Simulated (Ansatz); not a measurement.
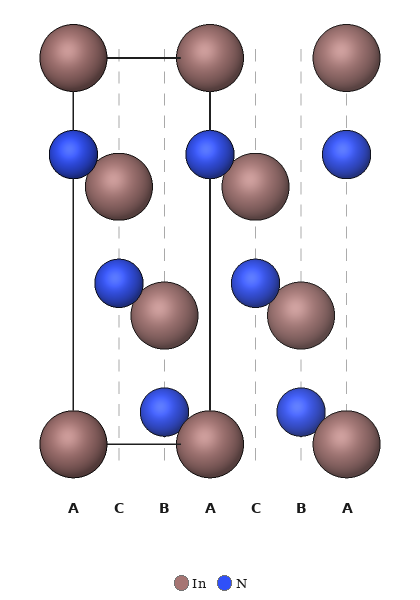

The picture looks along a close-packed row of the hexagonal mesh; [111] points upwards. The dashed lines mark the three columns A (0, 0), B (1/3, 2/3) and C (2/3, 1/3). The box is the hexagonal cell of the face-centred cubic lattice. The sequence starts with the first layer at or above the cell's origin.

InN: the input geometry of an electronic-structure calculation (not necessarily at equilibrium).

List the layers of one repeat.

Answer. In(A) – N(B) – In(B) – N(C) – In(C) – N(A) (six layers in 8.67 Å).

How are the N layers alone stacked?

Answer. N layers alone: BCA, the cubic close-packed type.

Which positions between or in the N layers do the other atoms fill?

Answer. In: three tetrahedral sites in each hexagonal cell.

What short polytype symbol fits?

Answer. Polytype symbol 3C, the symbol of a tetrahedral polytype (number of double layers in the repeat and lattice).
